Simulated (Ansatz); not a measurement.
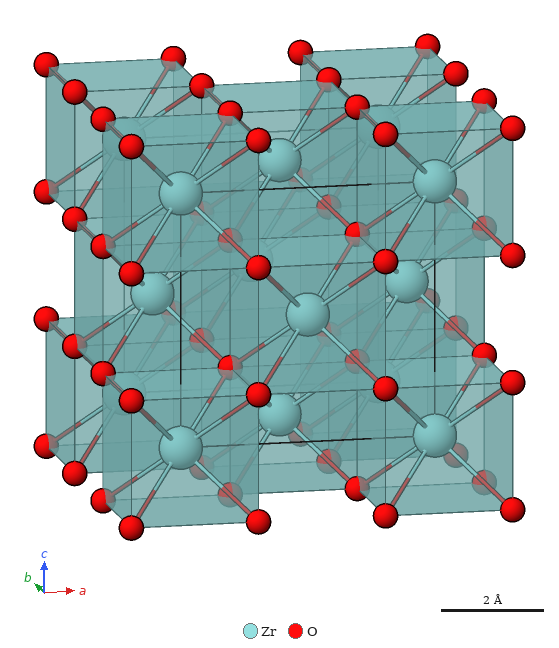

Reference structure: a crystal of ZrO$_{2}$ (set up in Fm-3m). Style: polyhedral. Shown: the conventional cell (4 times the calculation's cell), slightly off an axis. Lengths and directions refer to the drawn axes.

Computed with DFT PBE, scalar-relativistic, plane waves, PAW in Ansatz 0.2.0. Settings: plane-wave cutoff 420 eV; k-point mesh 8 × 8 × 8; occupations gaussian; smearing width 0.02 eV; no spin polarisation.

Change: All lengths are scaled by −1.0 % (volume −3.0 %), the atoms keeping their fractional coordinates. No relaxation follows.

Predict the response.

Answer. The energy rises by 7.9 meV per atom. The pressure goes from 0.0 to 7.7 GPa. All forces vanish by symmetry. Some distances before and after: O–Zr 2.215 → 2.193 Å. The space group stays Fm-3m (No. 225).
